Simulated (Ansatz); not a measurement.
# Residual resistivity of an alloy: Pt(111) with 4 layers of random Pt-W, 2x2, part 2 of 2

How strongly does chemical disorder scatter in Pt(111) with 4 layers of random Pt-W, 2x2?

Ansatz 0.2.0; Ansatz plane-wave DFT, PBE, PAW files; ballistic transport by layer matching (Landauer), zero bias; PAW set soft_1.

So far. Step 2 (With 4 alloy layers): Over the solved energies the transmission per spin lies between 1.54 and 1.80, out of 6.85 channels of the lead on average (up to 7.3). The log calls the step of a lead's potential too much.

### 3. With 8 alloy layers

System of this step: Pt(111) with 8 layers of random Pt-W, 2x2. The cell holds 56 atoms: 48 Pt and 8 W. Its edges and angles: a = 5.546 Å, b = 5.546 Å, c = 31.740 Å, α = 87.5°, β = 92.5°, γ = 120.0°. It derives from Pt. Regions: lead, 24 atoms (24 Pt); scattering region, 32 atoms (24 Pt and 8 W). The structure is stacked along c, and the current runs across the ab planes.

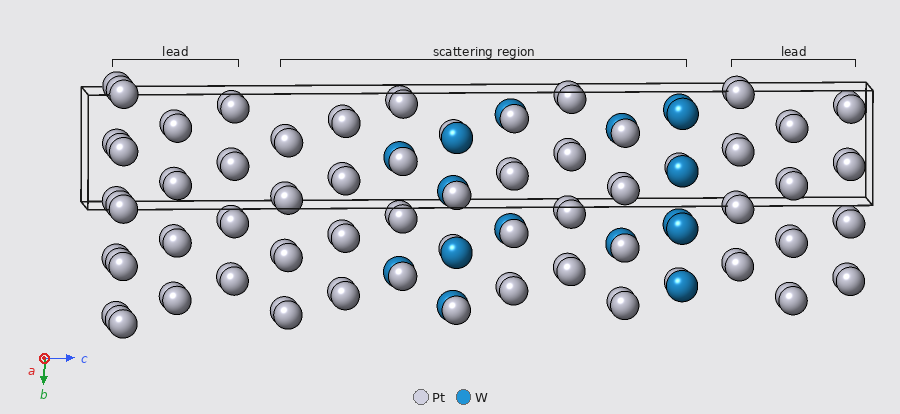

The cell of this step (platinum light grey, tungsten blue). 1×2×1 cells are drawn. Some periodic images of atoms are drawn too.

File input.yaml:

```yaml
crystal:
  lattice:
    - [5.5462627489, 0.0, 0.0]
    - [-2.7731313745, 4.8032044366, 0.0]
    - [-1.3865656872, 0.8005340728, 31.6995319999]
  atoms:
    - { symbol: Pt, position: [0.005952381, 0.994047619, 0.0357142857] }
    - { symbol: Pt, position: [0.005952381, 0.494047619, 0.0357142857] }
    - { symbol: Pt, position: [0.505952381, 0.994047619, 0.0357142857] }
    - { symbol: Pt, position: [0.505952381, 0.494047619, 0.0357142857] }
    - { symbol: Pt, position: [0.1845238095, 0.3154761905, 0.1071428571] }
    - { symbol: Pt, position: [0.1845238095, 0.8154761905, 0.1071428571] }
    - { symbol: Pt, position: [0.6845238095, 0.3154761905, 0.1071428571] }
    - { symbol: Pt, position: [0.6845238095, 0.8154761905, 0.1071428571] }
    - { symbol: Pt, position: [0.3630952381, 0.1369047619, 0.1785714286] }
    - { symbol: Pt, position: [0.3630952381, 0.6369047619, 0.1785714286] }
    - { symbol: Pt, position: [0.8630952381, 0.1369047619, 0.1785714286] }
    - { symbol: Pt, position: [0.8630952381, 0.6369047619, 0.1785714286] }
    - { symbol: Pt, position: [0.0416666667, 0.9583333333, 0.25] }
    - { symbol: Pt, position: [0.0416666667, 0.4583333333, 0.25] }
    - { symbol: Pt, position: [0.5416666667, 0.9583333333, 0.25] }
    - { symbol: Pt, position: [0.5416666667, 0.4583333333, 0.25] }
    - { symbol: Pt, position: [0.2202380952, 0.2797619048, 0.3214285714] }
    - { symbol: Pt, position: [0.2202380952, 0.7797619048, 0.3214285714] }
    - { symbol: Pt, position: [0.7202380952, 0.2797619048, 0.3214285714] }
    - { symbol: Pt, position: [0.7202380952, 0.7797619048, 0.3214285714] }
    - { symbol: Pt, position: [0.3988095238, 0.1011904762, 0.3928571429] }
    - { symbol: W, position: [0.3988095238, 0.6011904762, 0.3928571429] }
    - { symbol: Pt, position: [0.8988095238, 0.1011904762, 0.3928571429] }
    - { symbol: Pt, position: [0.8988095238, 0.6011904762, 0.3928571429] }
    - { symbol: W, position: [0.0773809524, 0.9226190476, 0.4642857143] }
    - { symbol: Pt, position: [0.0773809524, 0.4226190476, 0.4642857143] }
    - { symbol: Pt, position: [0.5773809524, 0.9226190476, 0.4642857143] }
    - { symbol: W, position: [0.5773809524, 0.4226190476, 0.4642857143] }
    - { symbol: W, position: [0.255952381, 0.244047619, 0.5357142857] }
    - { symbol: Pt, position: [0.255952381, 0.744047619, 0.5357142857] }
    - { symbol: Pt, position: [0.755952381, 0.244047619, 0.5357142857] }
    - { symbol: Pt, position: [0.755952381, 0.744047619, 0.5357142857] }
    - { symbol: Pt, position: [0.4345238095, 0.0654761905, 0.6071428571] }
    - { symbol: Pt, position: [0.4345238095, 0.5654761905, 0.6071428571] }
    - { symbol: Pt, position: [0.9345238095, 0.0654761905, 0.6071428571] }
    - { symbol: Pt, position: [0.9345238095, 0.5654761905, 0.6071428571] }
    - { symbol: Pt, position: [0.1130952381, 0.8869047619, 0.6785714286] }
    - { symbol: W, position: [0.1130952381, 0.3869047619, 0.6785714286] }
    - { symbol: Pt, position: [0.6130952381, 0.8869047619, 0.6785714286] }
    - { symbol: Pt, position: [0.6130952381, 0.3869047619, 0.6785714286] }
    - { symbol: W, position: [0.2916666667, 0.2083333333, 0.75] }
    - { symbol: Pt, position: [0.2916666667, 0.7083333333, 0.75] }
    - { symbol: W, position: [0.7916666667, 0.2083333333, 0.75] }
    - { symbol: W, position: [0.7916666667, 0.7083333333, 0.75] }
    - { symbol: Pt, position: [0.4702380952, 0.0297619048, 0.8214285714] }
    - { symbol: Pt, position: [0.4702380952, 0.5297619048, 0.8214285714] }
    - { symbol: Pt, position: [0.9702380952, 0.0297619048, 0.8214285714] }
    - { symbol: Pt, position: [0.9702380952, 0.5297619048, 0.8214285714] }
    - { symbol: Pt, position: [0.1488095238, 0.8511904762, 0.8928571429] }
    - { symbol: Pt, position: [0.1488095238, 0.3511904762, 0.8928571429] }
    - { symbol: Pt, position: [0.6488095238, 0.8511904762, 0.8928571429] }
    - { symbol: Pt, position: [0.6488095238, 0.3511904762, 0.8928571429] }
    - { symbol: Pt, position: [0.3273809524, 0.1726190476, 0.9642857143] }
    - { symbol: Pt, position: [0.3273809524, 0.6726190476, 0.9642857143] }
    - { symbol: Pt, position: [0.8273809524, 0.1726190476, 0.9642857143] }
    - { symbol: Pt, position: [0.8273809524, 0.6726190476, 0.9642857143] }
kpoints:
  mp_grid: { grid: [5, 5, 1] }
hamiltonian:
  xc: pbe
  pseudopotentials: { kind: paw, azcp: { folder: soft_1 } }
scf:
  occupations: { method: fermi_dirac, width: 0.1 }
output:
  transmission:
    leads: [[0, 4]]
    kmesh: [10, 10]
    e_range: [-0.05, 0.05]
    de: 0.05
  write_potential: true
  write_density: true
  volumetric_format: npy
```

Launch:

```sh
$ ansatz run input.yaml --threads 4 --pin off --max-ram 15360MiB --backend cpu --events-out ev --progress --plain --runs-dir out
```

Numbers of over 12 decimals in the logs are rounded to 6 here.

The log of the run:

```text
[...]
Crystal: 56 atoms, lattice volume = 844.470 Å³
Basis set: ecut = 420 eV, 16521 PW (Γ)
Bands: 586, of which v1, the nominal top of the filled ones, is band 488 counted from 1 (487 counted from 0)
Symmetry: 1 space group operations
[...]
k-points: 13 of 25 (time reversal used)
[...]
SCF iter   1: F=—  HF=-684305.234656 eV  |F-HF|=—  |Δ(HF+E_count)|=         —  Δρ=1.08e-1  dr2=9.05e2  ethr=3.10e-3  ⟨swp⟩=4.9  Hψ=22045  notcnv=0  defer=283
[...]
SCF iter  10: F=-684277.616720 eV  HF=-684277.616720 eV  |F-HF|=3.85e-8  |Δ(HF+E_count)|=   1.57e-8  Δρ=9.66e-7  dr2=4.14e-8  ethr=1.02e-11  ⟨swp⟩=7.3  Hψ=21620  notcnv=0
SCF 1 converged in 10 iterations: F = -684277.616720 eV  dr2 = 4.14e-8
[...]
transmission: 300 of 2964 steps passed
transmission: 594 of 2964 steps passed
[...]
transmission: 2964 of 2964 steps passed
SCF converged after 10 iterations
Free energy (F): -684277.616720 eV
[...]
Internal energy: -684275.284604 eV  (E = F + TS)
E sigma→0 (E₀):  -684276.450662 eV
Entropy (-TS):   -2.332116 eV (-41.645 meV/atom)
Fermi energy:    23.612876 eV
[...]
--- Band table (eV; the first three rows and the last of 13) ---
  k-point 0: bands = [... 484 lower, 23.8236, 23.8352, 23.8356, 23.8635, 23.9078, 23.9137, 23.9212, 23.9798, ... 94 higher]
  k-point 1: bands = [... 484 lower, 23.5901, 23.6328, 23.6555, 23.6960, 23.7196, 23.7565, 23.8000, 23.8134, ... 94 higher]
  k-point 2: bands = [... 484 lower, 23.5290, 23.5677, 23.5807, 23.5985, 23.6273, 23.6755, 23.6953, 23.7182, ... 94 higher]
  k-point 12: bands = [... 484 lower, 23.4795, 23.5099, 23.5346, 23.5886, 23.6010, 23.6339, 23.6627, 23.6866, ... 94 higher]
--- Transmission ---
  basis      : 241 plane waves across, 57 finite elements along
  points     : 52, standing for a mesh of 10 x 10
[...]
channels       : 6.950000e0 a spin
[...]
junction   : crystal 0 to crystal 0, 2.96 to 32.40 Å
    transmission   : 1.439825e0 a spin
[...]
```

Run time: 15 min. Hardware: 4 threads of Arm Neoverse V1, shared host; peak memory 9.4 GiB; 58 min of CPU time.

Numbers from this step:

* free energy: -684277.6167 eV
* energy at zero smearing: -684276.4507 eV
* Fermi energy: 23.61 eV
* transmission per spin nearest the Fermi level: 1.440
* open channels per spin nearest the Fermi level: 6.95
* step of the lead's potential: 23.1 meV

Per spin. Table of transmission, zone mean by energy, zero at the Fermi level:

| energy (eV) | transmission, zone mean |
| --- | --- |
| -0.0500 | 1.48 |
| 0.0000 | 1.44 |
| 0.0500 | 1.40 |

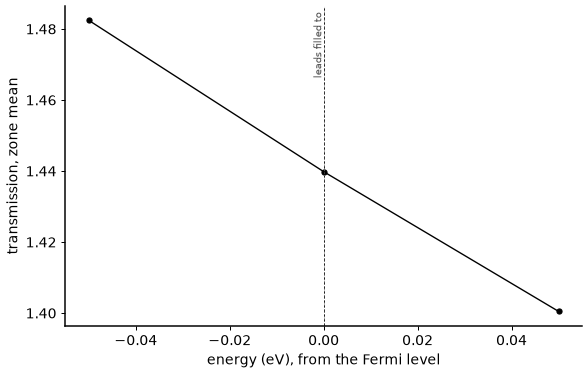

Transmission, zone mean, plotted against energy.

Over the solved energies the transmission per spin lies between 1.40 and 1.48, out of 6.77 channels of the lead on average (up to 7.04).

### 4. With 12 alloy layers

System of this step: Pt(111) with 12 layers of random Pt-W, 2x2. The cell holds 72 atoms: 60 Pt and 12 W. Cell: a = 5.546 Å, b = 5.546 Å, c = 40.757 Å, α = 90.0°, β = 90.0°, γ = 120.0°. It derives from Pt. Regions: lead, 24 atoms (24 Pt); scattering region, 48 atoms (36 Pt and 12 W). The structure is stacked along c, and the current runs across the ab planes.

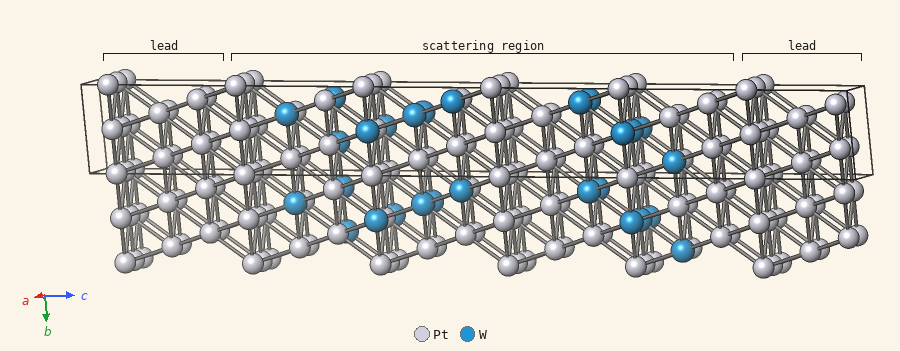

The cell of this step (platinum light grey, tungsten blue). 1×2×1 cells are drawn. Some periodic images of atoms are drawn too.

File input.yaml:

```yaml
crystal:
  lattice:
    - [5.5462627489, 0.0, 0.0]
    - [-2.7731313745, 4.8032044366, 0.0]
    - [0.0, 0.0, 40.7565411427]
  atoms:
    - { symbol: Pt, position: [0.0, 0.0, 0.0277777778] }
    - { symbol: Pt, position: [0.0, 0.5, 0.0277777778] }
    - { symbol: Pt, position: [0.5, 0.0, 0.0277777778] }
    - { symbol: Pt, position: [0.5, 0.5, 0.0277777778] }
    - { symbol: Pt, position: [0.1666666667, 0.3333333333, 0.0833333333] }
    - { symbol: Pt, position: [0.1666666667, 0.8333333333, 0.0833333333] }
    - { symbol: Pt, position: [0.6666666667, 0.3333333333, 0.0833333333] }
    - { symbol: Pt, position: [0.6666666667, 0.8333333333, 0.0833333333] }
    - { symbol: Pt, position: [0.3333333333, 0.1666666667, 0.1388888889] }
    - { symbol: Pt, position: [0.3333333333, 0.6666666667, 0.1388888889] }
    - { symbol: Pt, position: [0.8333333333, 0.1666666667, 0.1388888889] }
    - { symbol: Pt, position: [0.8333333333, 0.6666666667, 0.1388888889] }
    - { symbol: Pt, position: [0.0, 0.0, 0.1944444444] }
    - { symbol: Pt, position: [0.0, 0.5, 0.1944444444] }
    - { symbol: Pt, position: [0.5, 0.0, 0.1944444444] }
    - { symbol: Pt, position: [0.5, 0.5, 0.1944444444] }
    - { symbol: Pt, position: [0.1666666667, 0.3333333333, 0.25] }
    - { symbol: Pt, position: [0.1666666667, 0.8333333333, 0.25] }
    - { symbol: W, position: [0.6666666667, 0.3333333333, 0.25] }
    - { symbol: Pt, position: [0.6666666667, 0.8333333333, 0.25] }
    - { symbol: W, position: [0.3333333333, 0.1666666667, 0.3055555556] }
    - { symbol: W, position: [0.3333333333, 0.6666666667, 0.3055555556] }
    - { symbol: Pt, position: [0.8333333333, 0.1666666667, 0.3055555556] }
    - { symbol: Pt, position: [0.8333333333, 0.6666666667, 0.3055555556] }
    - { symbol: Pt, position: [0.0, 0.0, 0.3611111111] }
    - { symbol: W, position: [0.0, 0.5, 0.3611111111] }
    - { symbol: Pt, position: [0.5, 0.0, 0.3611111111] }
    - { symbol: Pt, position: [0.5, 0.5, 0.3611111111] }
    - { symbol: W, position: [0.1666666667, 0.3333333333, 0.4166666667] }
    - { symbol: Pt, position: [0.1666666667, 0.8333333333, 0.4166666667] }
    - { symbol: W, position: [0.6666666667, 0.3333333333, 0.4166666667] }
    - { symbol: Pt, position: [0.6666666667, 0.8333333333, 0.4166666667] }
    - { symbol: Pt, position: [0.3333333333, 0.1666666667, 0.4722222222] }
    - { symbol: Pt, position: [0.3333333333, 0.6666666667, 0.4722222222] }
    - { symbol: W, position: [0.8333333333, 0.1666666667, 0.4722222222] }
    - { symbol: Pt, position: [0.8333333333, 0.6666666667, 0.4722222222] }
    - { symbol: Pt, position: [0.0, 0.0, 0.5277777778] }
    - { symbol: Pt, position: [0.0, 0.5, 0.5277777778] }
    - { symbol: Pt, position: [0.5, 0.0, 0.5277777778] }
    - { symbol: Pt, position: [0.5, 0.5, 0.5277777778] }
    - { symbol: Pt, position: [0.1666666667, 0.3333333333, 0.5833333333] }
    - { symbol: Pt, position: [0.1666666667, 0.8333333333, 0.5833333333] }
    - { symbol: Pt, position: [0.6666666667, 0.3333333333, 0.5833333333] }
    - { symbol: Pt, position: [0.6666666667, 0.8333333333, 0.5833333333] }
    - { symbol: W, position: [0.3333333333, 0.1666666667, 0.6388888889] }
    - { symbol: Pt, position: [0.3333333333, 0.6666666667, 0.6388888889] }
    - { symbol: W, position: [0.8333333333, 0.1666666667, 0.6388888889] }
    - { symbol: Pt, position: [0.8333333333, 0.6666666667, 0.6388888889] }
    - { symbol: Pt, position: [0.0, 0.0, 0.6944444444] }
    - { symbol: W, position: [0.0, 0.5, 0.6944444444] }
    - { symbol: Pt, position: [0.5, 0.0, 0.6944444444] }
    - { symbol: W, position: [0.5, 0.5, 0.6944444444] }
    - { symbol: Pt, position: [0.1666666667, 0.3333333333, 0.75] }
    - { symbol: Pt, position: [0.1666666667, 0.8333333333, 0.75] }
    - { symbol: Pt, position: [0.6666666667, 0.3333333333, 0.75] }
    - { symbol: W, position: [0.6666666667, 0.8333333333, 0.75] }
    - { symbol: Pt, position: [0.3333333333, 0.1666666667, 0.8055555556] }
    - { symbol: Pt, position: [0.3333333333, 0.6666666667, 0.8055555556] }
    - { symbol: Pt, position: [0.8333333333, 0.1666666667, 0.8055555556] }
    - { symbol: Pt, position: [0.8333333333, 0.6666666667, 0.8055555556] }
    - { symbol: Pt, position: [0.0, 0.0, 0.8611111111] }
    - { symbol: Pt, position: [0.0, 0.5, 0.8611111111] }
    - { symbol: Pt, position: [0.5, 0.0, 0.8611111111] }
    - { symbol: Pt, position: [0.5, 0.5, 0.8611111111] }
    - { symbol: Pt, position: [0.1666666667, 0.3333333333, 0.9166666667] }
    - { symbol: Pt, position: [0.1666666667, 0.8333333333, 0.9166666667] }
    - { symbol: Pt, position: [0.6666666667, 0.3333333333, 0.9166666667] }
    - { symbol: Pt, position: [0.6666666667, 0.8333333333, 0.9166666667] }
    - { symbol: Pt, position: [0.3333333333, 0.1666666667, 0.9722222222] }
    - { symbol: Pt, position: [0.3333333333, 0.6666666667, 0.9722222222] }
    - { symbol: Pt, position: [0.8333333333, 0.1666666667, 0.9722222222] }
    - { symbol: Pt, position: [0.8333333333, 0.6666666667, 0.9722222222] }
kpoints:
  mp_grid: { grid: [5, 5, 1] }
hamiltonian:
  xc: pbe
  pseudopotentials: { kind: paw, azcp: { folder: soft_1 } }
scf:
  occupations: { method: fermi_dirac, width: 0.1 }
output:
  transmission:
    leads: [[0, 4]]
    kmesh: [10, 10]
    e_range: [-0.05, 0.05]
    de: 0.05
  write_potential: true
  write_density: true
  volumetric_format: npy
```

The log of the run:

```text
[...]
Crystal: 72 atoms, lattice volume = 1085.747 Å³
Basis set: ecut = 420 eV, 21305 PW (Γ)
Bands: 749, of which v1, the nominal top of the filled ones, is band 624 counted from 1 (623 counted from 0)
Symmetry: 1 space group operations
[...]
k-points: 13 of 25 (time reversal used)
[...]
SCF iter   1: F=—  HF=-876155.972128 eV  |F-HF|=—  |Δ(HF+E_count)|=         —  Δρ=1.11e-1  dr2=1.86e3  ethr=3.10e-3  ⟨swp⟩=4.9  Hψ=28442  notcnv=0  defer=324
[...]
SCF iter  11: F=-876119.621834 eV  HF=-876119.621834 eV  |F-HF|=1.86e-8  |Δ(HF+E_count)|=   2.56e-9  Δρ=2.77e-7  dr2=1.98e-8  ethr=8.01e-12  ⟨swp⟩=2.0  Hψ=15367  notcnv=0
SCF 1 converged in 11 iterations: F = -876119.621834 eV  dr2 = 1.98e-8
[...]
transmission: 381 of 3796 steps passed
transmission: 761 of 3796 steps passed
[...]
transmission: 3796 of 3796 steps passed
SCF converged after 11 iterations
Free energy (F): -876119.621834 eV
[...]
Internal energy: -876116.693016 eV  (E = F + TS)
E sigma→0 (E₀):  -876118.157425 eV
Entropy (-TS):   -2.928818 eV (-40.678 meV/atom)
Fermi energy:    23.664361 eV
[...]
--- Band table (eV; the first three rows and the last of 13) ---
  k-point 0: bands = [... 620 lower, 23.8907, 23.8963, 23.9293, 23.9486, 23.9636, 23.9665, 23.9693, 24.0037, ... 121 higher]
  k-point 1: bands = [... 620 lower, 23.6732, 23.7016, 23.7161, 23.7501, 23.7837, 23.8098, 23.8441, 23.8662, ... 121 higher]
  k-point 2: bands = [... 620 lower, 23.5227, 23.5673, 23.5786, 23.6072, 23.6369, 23.6590, 23.6847, 23.7123, ... 121 higher]
  k-point 12: bands = [... 620 lower, 23.5562, 23.5674, 23.6239, 23.6454, 23.6521, 23.6802, 23.6975, 23.7243, ... 121 higher]
--- Transmission ---
  basis      : 241 plane waves across, 73 finite elements along
  points     : 52, standing for a mesh of 10 x 10
[...]
channels       : 6.890000e0 a spin
[...]
junction   : crystal 0 to crystal 0, 0.70 to 39.19 Å
    transmission   : 1.002175e0 a spin
[...]
```

Wall time 26 min (4 threads); peak memory 8.3 GiB.

This step gave:

```
free energy                                    : -876119.6218 eV
energy at zero smearing                        : -876118.1574 eV
Fermi energy                                   : 23.66 eV
transmission per spin nearest the Fermi level  : 1.002
open channels per spin nearest the Fermi level : 6.89
step of the lead's potential                   : 13.7 meV
```

Per spin. Transmission, zone mean against energy, zero at the Fermi level:

| energy (eV) | transmission, zone mean |
| --- | --- |
| -0.0500 | 1.07 |
| 0.0000 | 1.00 |
| 0.0500 | 0.996 |

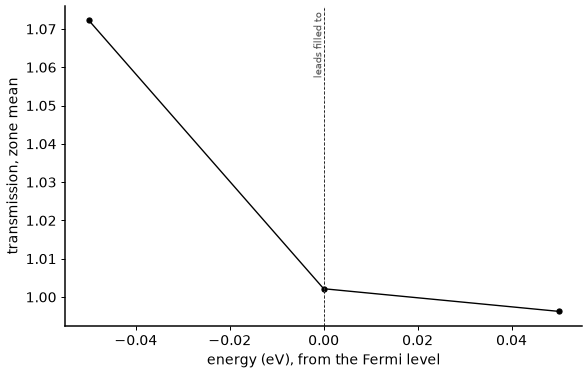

Transmission, zone mean, plotted against energy.

Over the solved energies the transmission per spin lies between 0.996 and 1.07, out of 6.71 channels of the lead on average (up to 7.04).

### 5. The fit

This step: Ansatz plane-wave DFT, PBE, PAW files; ballistic transport by layer matching (Landauer), zero bias; residual resistivity from the slope of the area resistance, atoms on the host's lattice; PAW set soft_1 (Ansatz 0.2.0).

Numbers from this step:

```yaml
resistivity: 70.87 µΩ cm
intercept: 0.8124 fΩ m²
scatter_about_the_fit: 0.1542 fΩ m²
```

Resistance, by row:

| run | length (Å) | T | channels N | RA (fΩ m²) |
| --- | --- | --- | --- | --- |
| n4 | 9.057 | 1.665 | 6.85 | 1.563 |
| n8 | 18.11 | 1.441 | 6.767 | 1.878 |
| n12 | 27.17 | 1.024 | 6.713 | 2.847 |

The area resistance by length of the alloy:

| length of the alloy (Å) | area resistance (fΩ m²) |
| --- | --- |
| 9.06 | 1.56 |
| 18.11 | 1.88 |
| 27.17 | 2.85 |

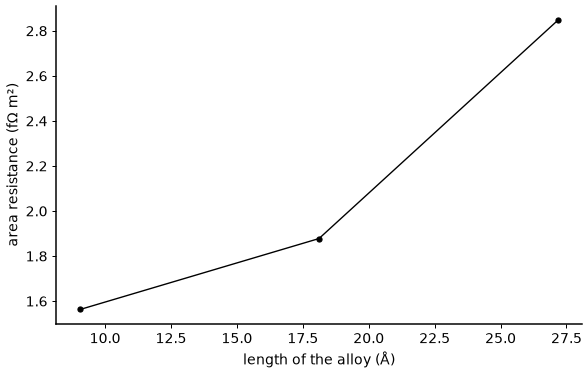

Area resistance, plotted against length of the alloy.

The area resistance goes from 1.6 to 2.8 fΩ m² between 9.1 and 27.2 Å, a slope of 71 µΩ cm.

By hand from the end points: (2.847 − 1.563) fΩ m² / (27.17 − 9.06) Å = 71 µΩ cm, since 1 fΩ m² per Å is 1000 µΩ cm.

### 6. Results

```yaml
resistivity_from_the_slope: 70.9 µΩ cm
area_resistance_over_9p06_a: 1.56 fΩ m²
area_resistance_over_18p1_a: 1.88 fΩ m²
area_resistance_over_27p2_a: 2.85 fΩ m²
```

In words: The slope gives 71 µΩ cm. The points scatter by 0.15 fΩ m² about the line, with one random draw a length in a 2x2 cell, so the slope is a rough value. The lead's own channel count moves between the runs (6.85, 6.77 and 6.71), which shifts RA and the slope too. Read with a model of isotropic scattering on a spherical Fermi surface and the lead's 2.0×10¹⁵ S/m², this slope means a mean free path near 5.3 Å; over these lengths the model's slope is within 3 % of its bulk resistivity, though a free path of a few ångströms strains the picture. The atoms sit on the host's lattice, so scattering by size misfit is left out. Spin-orbit coupling is left out, which matters for Pt and W. A lead's potential steps by up to 42 meV from period to period, which the log calls too much, so longer leads could move the result.

[Logs are printed without paths, hosts, clocks, repeated set-up lines and the standing remarks that a program may print on its own settings, such as how far it seeks lower states.]

[Hosts, paths, dates, database ids (printed as entryN), source tags and the programs' standing remarks are cut or masked in the printed files.]
